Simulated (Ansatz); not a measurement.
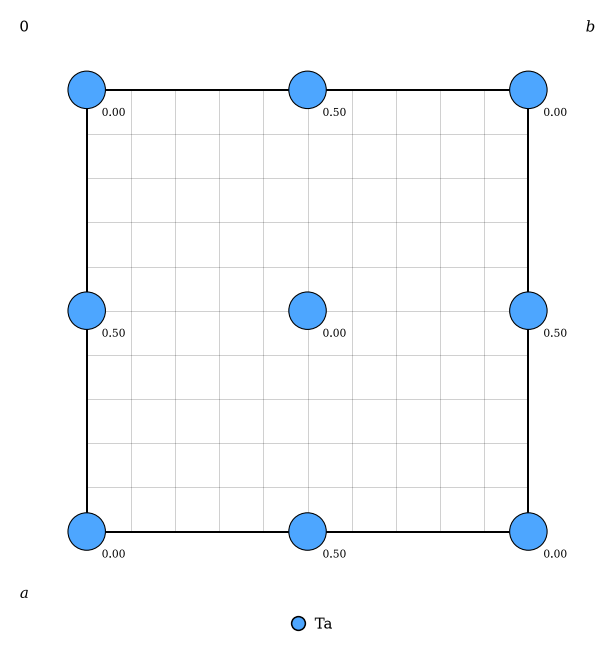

Plan of a unit cell projected along c (a down the page, b across); the numbers are heights as fractions of c, and atoms on the cell's edges are repeated. The grid marks tenths of a and b. Source: the input geometry of an electronic-structure calculation (not necessarily at equilibrium); the starting structure was generated, so it need not be a known form of this composition. All values are computed from the atomic coordinates in the standard setting (tolerance 0.002 Å).

a = 4.141 Å, b = 4.141 Å, c = 4.141 Å, α = 90.00°, β = 90.00°, γ = 90.00°.

Question: What does the cell contain?

Answer: 4 Ta: Ta, Z = 4.

Question: Which space group?

Answer: Fm-3m, No. 225, face-centred cubic.

Question: Give the independent sites, coordinates to two places.

Answer:
```
atom  site  symmetry     x     y     z
  Ta    4a      m-3m  0.00  0.00  0.00
```
